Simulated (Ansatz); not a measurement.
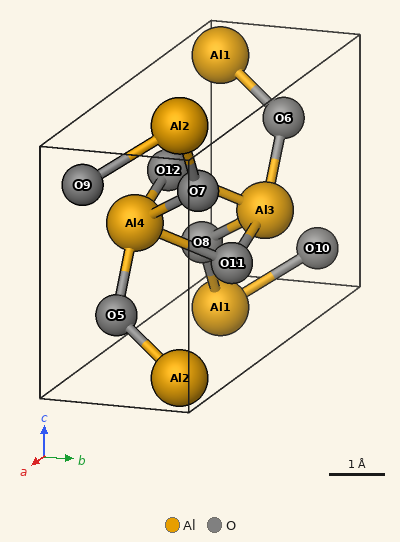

**Figure 1.** The structure of the first run (ball-and-stick view of the cell of the calculation, seen slightly off an axis; atoms are numbered from 1 in the order of the input). An atom can appear more than once, as a periodic image.

## What a change does: geometry relaxation on AlO$_{2}$

System: AlO$_{2}$ (12 atoms in the cell).
Method of the first run: DFT PBE, scalar-relativistic, plane waves, PAW, spin-polarised (Ansatz 0.2.0).

The structure derives from an entry of the Crystallography Open Database. Text and figures count atoms from 1; the logs count them from 0 in places.

## Input, the first run
```yaml
crystal:
  lattice:
    - [9.3490740712, 0.0, 0.0]
    - [0.0, 2.916959788, 0.0]
    - [0.0, 0.0, 4.8204042262]
  atoms:
    - { symbol: Al, position: [0.162898002, 0.25, 0.9579588574] }
    - { symbol: Al, position: [0.837101998, 0.75, 0.0420411426] }
    - { symbol: Al, position: [0.337101998, 0.75, 0.4579588574] }
    - { symbol: Al, position: [0.662898002, 0.25, 0.5420411426] }
    - { symbol: O, position: [0.7709720981, 0.25, 0.2300347538] }
    - { symbol: O, position: [0.2290279019, 0.75, 0.7699652462] }
    - { symbol: O, position: [0.7290279019, 0.75, 0.7300347538] }
    - { symbol: O, position: [0.2709720981, 0.25, 0.2699652462] }
    - { symbol: O, position: [0.9685710794, 0.25, 0.8453600931], spin: 0.91 }
    - { symbol: O, position: [0.0314289206, 0.75, 0.1546399069], spin: 0.91 }
    - { symbol: O, position: [0.5314289206, 0.75, 0.3453600931], spin: 0.91 }
    - { symbol: O, position: [0.4685710794, 0.25, 0.6546399069], spin: 0.91 }
basis:
  ecutwfc: 420
kpoints:
  mp_grid: { grid: [4, 12, 8] }
hamiltonian:
  xc: pbe
scf:
  occupations: { method: gaussian, width: 0.01 }
output:
  forces: true
  stress: true
  eigenvalues: true
  populations: true
magnetization:
  spin_polarized: true
relax:
  adjacent_minimum: "off"
  f_tol: 0.001
  max_steps: 60
  cell: { stress_tol: 0.01 }
```

Command:
```bash
ansatz run input.yaml --threads 4 --pin off --max-ram 12288MiB --backend cpu --events-out ev --progress --plain --runs-dir out
```

Hardware: 4 threads of Intel Xeon (Granite Rapids), 32 GiB of memory available, shared host.

## Output, shortened to warnings, some set-up lines, iterations and results (the first run)
```
Basis set: ecut = 420 eV, 2575 PW (Γ), exchange–correlation on 128×40×72 points (8 copies of the dense FFT grid, shifted against one another)
Symmetry: 8 space group operations
k-points: 105 of 384
Initial density: superposition of atomic densities (chi_scale 0.1, normalization cell, long waves kept (reshape's long-wave potential 0.04 eV rms))
[...]
SCF iter   1: F=—  HF=-6699.939542 eV  |F-HF|=—  |Δ(HF+E_count)|=         —  Δρ=6.78e-2 (↑6.03e-2 ↓6.78e-2)  dr2=1.84e1  dr2_m=7.95e-1  M=4.000 μB ∫|m|=4.090 μB  β_m=1.00  …
SCF iter   2: F=—  HF=-6696.082205 eV  |F-HF|=—  |Δ(HF+E_count)|=    3.86e0  Δρ=2.74e-2 (↑2.74e-2 ↓2.70e-2)  dr2=4.10e0  dr2_m=1.01e-2  M=4.000 μB ∫|m|=4.140 μB  β_m=1.00  …
SCF iter   3: F=—  HF=-6695.241431 eV  |F-HF|=—  |Δ(HF+E_count)|=   8.41e-1  Δρ=1.66e-2 (↑1.56e-2 ↓1.66e-2)  dr2=6.62e-1  dr2_m=7.84e-3  M=4.000 μB ∫|m|=4.154 μB  β_m=0.30  …
SCF iter   4: F=—  HF=-6695.220559 eV  |F-HF|=—  |Δ(HF+E_count)|=   2.09e-2  Δρ=6.10e-3 (↑6.10e-3 ↓4.07e-3)  dr2=1.46e-1  dr2_m=2.77e-3  M=4.000 μB ∫|m|=4.155 μB  β_m=1.00  …
SCF iter   5: F=—  HF=-6695.237742 eV  |F-HF|=—  |Δ(HF+E_count)|=   1.72e-2  Δρ=2.91e-3 (↑2.91e-3 ↓2.30e-3)  dr2=2.73e-2  dr2_m=9.32e-4  M=4.000 μB ∫|m|=4.164 μB  β_m=0.30  …
[... 66 lines ...]
SCF iter   4: F=—  HF=-6695.276654 eV  |F-HF|=—  |Δ(HF+E_count)|=   7.20e-7  Δρ=1.62e-7 (↑1.33e-7 ↓1.62e-7)  dr2=3.31e-11  dr2_m=2.69e-12  M=4.000 μB ∫|m|=4.173 μB  β_m=0.48  …
SCF iter   5: F=—  HF=-6695.276654 eV  |F-HF|=—  |Δ(HF+E_count)|=  4.00e-11  Δρ=1.04e-7 (↑9.79e-8 ↓1.04e-7)  dr2=1.54e-11  dr2_m=9.44e-13  M=4.000 μB ∫|m|=4.173 μB  β_m=0.74  …
SCF iter   6: F=-6695.276654 eV  HF=-6695.276654 eV  |F-HF|=0.00e0  |Δ(HF+E_count)|=  1.82e-12  Δρ=1.03e-8 (↑7.85e-9 ↓1.03e-8)  dr2=1.52e-13  dr2_m=1.41e-14  M=4.000 μB …
SCF 9 converged in 6 iterations: F = -6695.276654 eV  dr2 = 1.52e-13
relax step   9: F+E_penalty+E_count = -6695.27665393 eV  Δ(F+E_penalty+E_count) = -2.007e-5 eV  max|allowed force component| = 3.983e-4 eV/Å  Δτ_max = 0.0000 Å  P = +0.001 …
basis re-selected at this cell: Δ(F+E_penalty+E_count) = -2.007e-5 eV, ΔP = +0.000 GPa vs the last step (what re-selecting the basis moved, of the pressure what is left beyond the Pulay correction that the steps carried, after the strain that the cell walked since its last selection, with what the …
SCF converged after 6 iterations
Magnetization: 4.0000 μB (32.0000 up, 28.0000 down)
Absolute magnetization: 4.1738 μB (∫|ρ↑−ρ↓|, with the PAW one-centre terms)
Spin contamination: 0.0157 ħ² per cell (⟨S²⟩ above its minimum at these occupations)
Per-site moments (μB) at R_I (Å): [(-0.003946625784283564, 0.747305501606564), (-0.003946625784283387, 0.7473055016065641), (-0.003946625784283406, 0.747305501606564), (-0.003946625784283421, 0.7473055016065638), (0.05784158358970287, 0.7473055016065638), (0.05784158358970294, 0.747305501606564), …
Free energy (F): -6695.276654 eV
Harris-Foulkes:  -6695.276654 eV  (|F-HF|=0.00e0)
Internal energy: -6695.276654 eV  (E = F + TS)
E sigma→0 (E₀):  -6695.276654 eV
Fermi energy:    4.405301 eV
--- Per-component energies (eV) ---
  E_band       = -152.417192
  E_kinetic    = 1506.674778
  E_local      = -3296.672907  (includes V_loc(G=0)·N_el)
  E_nonlocal   = 423.951064
  E_hartree    = 1193.412013
  E_xc         = -751.473387
  E_vxc        = -871.934155  (∫ρ·V_xc dr)
  E_paw        = -3134.732949  (= ΣΔE_a)
  E_vpaw       = -301.279502  (= ΣTr[D̂ρ^β])
  E_aug_tail   = 0.019498  (compensation charges beyond the density's cutoff)
  E_ewald      = -2636.454764
  E_smearing   = -0.000000  (= −TS)
  E_closure    = -0.000000  (closes the sum)
  Σ components = -6695.276654   (vs F -6695.276654, Δ=0.00e0)
--- Forces (eV/Å), atoms counted from 1 ---
  atom   1  Al    -0.00036904    -0.00000000    -0.00039829
  atom   2  Al     0.00036904     0.00000000     0.00039829
  atom   3  Al     0.00036904    -0.00000000    -0.00039829
  atom   4  Al    -0.00036904     0.00000000     0.00039829
  atom   5  O     -0.00004619    -0.00000000    -0.00035920
  atom   6  O      0.00004619     0.00000000     0.00035920
[...]
```

The second run used a changed input.

## The two runs side by side

```tsv
quantity	the first run	the second run
outcome	converged	converged
free energy per atom (eV)	−557.9397	−557.9396
gap on the mesh (eV)	0.14	0.18
net moment of the cell (μB)	4.00	4.00
absolute moment of the cell (μB)	4.17	4.17
pressure (GPa)	0.00	0.00
largest force (eV/Å)	0.001	0.001
SCF iterations	58	50
irreducible k-points	105	24
wall time (shared host)	75 s	17 s
```

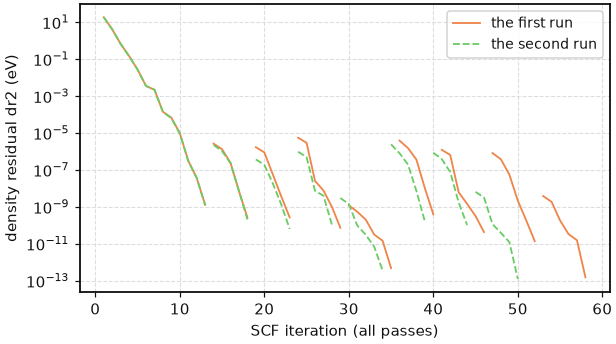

**Figure 2.** Convergence of the two runs: density residual dr2 against the SCF iteration. A break in a curve parts two SCF passes. The first run takes 58 iterations in all, and the second run takes 50.

What was changed in the input?

The change (lines with − go, lines with + come):
```diff
-  mp_grid: { grid: [4, 12, 8] }
+  mp_grid: { grid: [2, 6, 4] }
-  populations: true
```

The free energy of the second run is 0.09 meV per atom higher, which measures how much it depends on this numerical setting. The gap on the mesh goes from 0.14 to 0.18 eV. The SCF takes 50 iterations over all geometry steps against 58. The irreducible k-points go from 105 to 24. On the same kind of shared host the second run took about 0.23 times as long.

## Output, shortened to warnings, some set-up lines, iterations and results (the second run)
```
Basis set: ecut = 420 eV, 2575 PW (Γ), exchange–correlation on 128×40×72 points (8 copies of the dense FFT grid, shifted against one another)
Symmetry: 8 space group operations
k-points: 24 of 48
Initial density: superposition of atomic densities (chi_scale 0.1, normalization cell, long waves kept (reshape's long-wave potential 0.04 eV rms))
[...]
SCF iter   1: F=—  HF=-6699.938134 eV  |F-HF|=—  |Δ(HF+E_count)|=         —  Δρ=6.78e-2 (↑6.03e-2 ↓6.78e-2)  dr2=1.84e1  dr2_m=7.95e-1  M=4.000 μB ∫|m|=4.090 μB  β_m=1.00  …
SCF iter   2: F=—  HF=-6696.081330 eV  |F-HF|=—  |Δ(HF+E_count)|=    3.86e0  Δρ=2.74e-2 (↑2.74e-2 ↓2.70e-2)  dr2=4.10e0  dr2_m=1.01e-2  M=4.000 μB ∫|m|=4.140 μB  β_m=1.00  …
SCF iter   3: F=—  HF=-6695.240404 eV  |F-HF|=—  |Δ(HF+E_count)|=   8.41e-1  Δρ=1.66e-2 (↑1.56e-2 ↓1.66e-2)  dr2=6.62e-1  dr2_m=7.73e-3  M=4.000 μB ∫|m|=4.154 μB  β_m=0.30  …
SCF iter   4: F=—  HF=-6695.219082 eV  |F-HF|=—  |Δ(HF+E_count)|=   2.13e-2  Δρ=6.07e-3 (↑6.07e-3 ↓4.05e-3)  dr2=1.44e-1  dr2_m=2.78e-3  M=4.000 μB ∫|m|=4.155 μB  β_m=1.00  …
SCF iter   5: F=—  HF=-6695.236539 eV  |F-HF|=—  |Δ(HF+E_count)|=   1.75e-2  Δρ=2.89e-3 (↑2.89e-3 ↓2.29e-3)  dr2=2.69e-2  dr2_m=9.25e-4  M=4.000 μB ∫|m|=4.164 μB  β_m=0.30  …
[... 56 lines ...]
SCF iter   4: F=—  HF=-6695.275528 eV  |F-HF|=—  |Δ(HF+E_count)|=   7.01e-7  Δρ=1.58e-7 (↑1.38e-7 ↓1.58e-7)  dr2=3.84e-11  dr2_m=1.87e-12  M=4.000 μB ∫|m|=4.173 μB  β_m=0.79  …
SCF iter   5: F=—  HF=-6695.275528 eV  |F-HF|=—  |Δ(HF+E_count)|=  1.91e-11  Δρ=7.48e-8 (↑7.24e-8 ↓7.48e-8)  dr2=1.21e-11  dr2_m=1.96e-13  M=4.000 μB ∫|m|=4.173 μB  β_m=0.79  …
SCF iter   6: F=-6695.275528 eV  HF=-6695.275528 eV  |F-HF|=9.09e-13  |Δ(HF+E_count)|=  9.09e-13  Δρ=9.11e-9 (↑6.93e-9 ↓9.11e-9)  dr2=1.23e-13  dr2_m=2.15e-14  M=4.000 μB …
SCF 8 converged in 6 iterations: F = -6695.275528 eV  dr2 = 1.23e-13
relax step   8: F+E_penalty+E_count = -6695.27552794 eV  Δ(F+E_penalty+E_count) = -3.121e-5 eV  max|allowed force component| = 5.090e-4 eV/Å  Δτ_max = 0.0000 Å  P = +0.003 …
basis re-selected at this cell: Δ(F+E_penalty+E_count) = -3.121e-5 eV, ΔP = +0.000 GPa vs the last step (what re-selecting the basis moved, of the pressure what is left beyond the Pulay correction that the steps carried, after the strain that the cell walked since its last selection, with what the …
SCF converged after 6 iterations
Magnetization: 4.0000 μB (32.0000 up, 28.0000 down)
Absolute magnetization: 4.1737 μB (∫|ρ↑−ρ↓|, with the PAW one-centre terms)
Spin contamination: 0.0157 ħ² per cell (⟨S²⟩ above its minimum at these occupations)
Per-site moments (μB) at R_I (Å): [(-0.003943717005587774, 0.7473077785856324), (-0.003943717005587573, 0.747307778585632), (-0.00394371700558752, 0.7473077785856322), (-0.003943717005587535, 0.7473077785856319), (0.05762074578138873, 0.7473077785856319), (0.05762074578138876, 0.7473077785856322), …
Free energy (F): -6695.275528 eV
Harris-Foulkes:  -6695.275528 eV  (|F-HF|=9.09e-13)
Internal energy: -6695.275528 eV  (E = F + TS)
E sigma→0 (E₀):  -6695.275528 eV
Fermi energy:    4.426788 eV
--- Per-component energies (eV) ---
  E_band       = -152.393930
  E_kinetic    = 1506.679227
  E_local      = -3296.727098  (includes V_loc(G=0)·N_el)
  E_nonlocal   = 423.953262
  E_hartree    = 1193.449281
  E_xc         = -751.474135
  E_vxc        = -871.935066  (∫ρ·V_xc dr)
  E_paw        = -3134.735339  (= ΣΔE_a)
  E_vpaw       = -301.282321  (= ΣTr[D̂ρ^β])
  E_aug_tail   = 0.019498  (compensation charges beyond the density's cutoff)
  E_ewald      = -2636.440225
  E_smearing   = -0.000000  (= −TS)
  E_closure    = 0.000000  (closes the sum)
  Σ components = -6695.275528   (vs F -6695.275528, Δ=0.00e0)
--- Forces (eV/Å), atoms counted from 1 ---
  atom   1  Al    -0.00028555     0.00000000     0.00027855
  atom   2  Al     0.00028555     0.00000000    -0.00027855
  atom   3  Al     0.00028555     0.00000000     0.00027855
  atom   4  Al    -0.00028555     0.00000000    -0.00027855
  atom   5  O      0.00010490     0.00000000    -0.00012441
  atom   6  O     -0.00010490     0.00000000     0.00012441
[...]
```

For the second run: These settings are looser than, or depart from, a standard set-up, so the numbers are not reference values for this system. So coarse a mesh can miss the band edges, so the true gap of this method can be much smaller, or zero.
